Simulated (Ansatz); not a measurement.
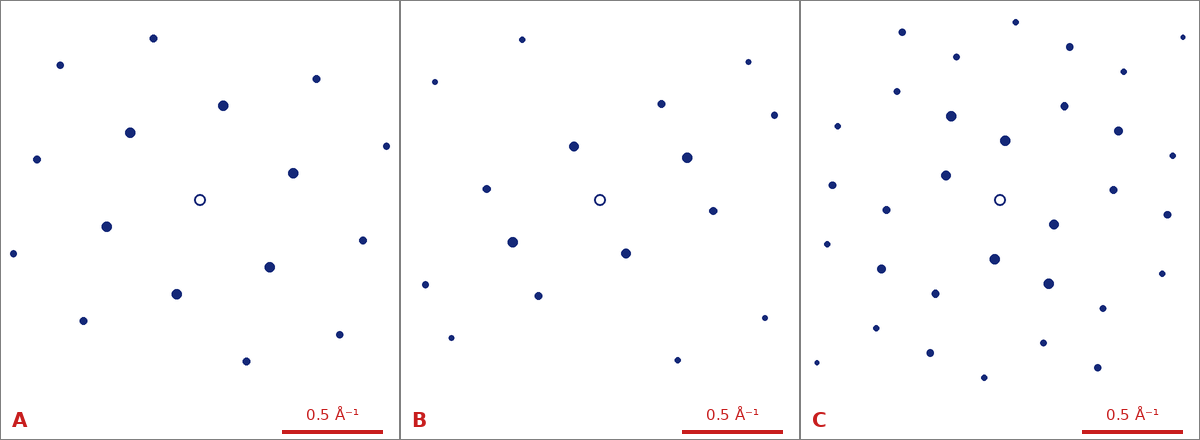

Computed electron diffraction patterns, 200 kV, single scattering only, B = 0.5 Å².

All three come from Pt, space group Fd-3m (No. 227), a = 5.83 Å. Structure: the end point of a relaxation with DFT, RPBE, plane waves (420 eV) with PAW, scalar-relativistic in Ansatz 0.2.0; the starting structure was generated, so it need not be a known form of this composition.

Assign the zone axes [110], [111], [211] to A, B and C.

A is [111]: hexagonal net of -2 2 0 at d = 2.06 Å and -2 0 2 at d = 2.06 Å, at 60.0°. B is [211]: rectangular net of -1 1 1 at d = 3.37 Å and 0 -2 2 at d = 2.06 Å, at 90.0°. C is [110]: centred rectangular net of -1 1 -1 at d = 3.37 Å and -1 1 1 at d = 3.37 Å, at 70.5°.
